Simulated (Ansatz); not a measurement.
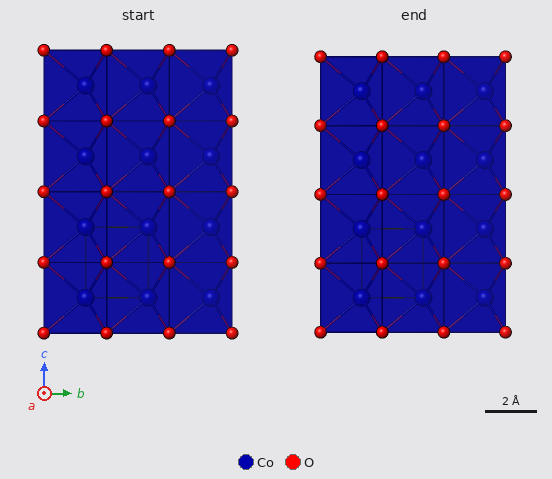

The structure of crystalline CoO (a generated structure, set up in P-6m2) before (left) and after (right) a relaxation, at one scale.

A polyhedral model of the cell of the calculation, repeated 1 × 2 × 3 with one cell outlined, seen along the a axis.

The run lets cell and atoms move.

Computed with Ansatz 0.2.0, Kohn-Sham DFT of a periodic cell, PBE with D4, Ansatz PAW.

Input file:
```yaml
crystal:
  lattice:
    - [2.85629923, 0.0, 0.0]
    - [-1.42814961, 2.47362769, 0.0]
    - [0.0, 0.0, 2.78760653]
  atoms:
    - { symbol: Co, position: [0.0, 0.0, 0.0], spin: 2.0 }
    - { symbol: O, position: [0.6666666667, 0.3333333333, 0.5] }
hamiltonian:
  xc: pbe
  pseudopotentials: { kind: paw }
  dispersion: d4
magnetization:
  spin_polarized: true
kpoints:
  mp_grid: { grid: [11, 11, 10] }
scf:
  occupations: { method: fermi_dirac, width: 0.05 }
output:
  forces: true
  stress: true
  eigenvalues: true
  write_density: true
  write_potential: true
  elf: true
  volumetric_format: npy
relax:
  f_tol: 0.01
  max_steps: 40
  cell: { stress_tol: 0.05 }
```

Run as
```bash
ansatz run input.yaml --threads 2 --pin off --max-ram 5632MiB --backend cpu --events-out ev --progress --plain --runs-dir out
```

**Summarise the run.**

The atoms keep their places relative to the cell (all moves are under 0.005 Å). The drawn cell changes as follows: a = b 2.856 → 2.806 Å (−1.8 %), c 2.788 → 2.715 Å (−2.6 %); the volume changes by −6.0 %. Some distances before and after: Co–O 2.159 → 2.114 Å. The space group stays P-6m2 (No. 187). After 5 accepted moves (7 points after the start) the energy has fallen by 17.9 meV per atom. All forces vanish by symmetry, so only the cell relaxes. Pressure: −10.83 GPa at the start and −0.01 GPa at the end. At 2 points the geometry stayed and the basis and grid were re-selected for the new cell (energy shift of 2.0 meV per atom at most each time). The run took 39 s on 2 threads of Arm Neoverse V2, on a shared host, peak memory 0.35 GiB.

Limits of the set-up: only the magnetic order of this start and cell was tried (total moment 3.0 μB per cell).
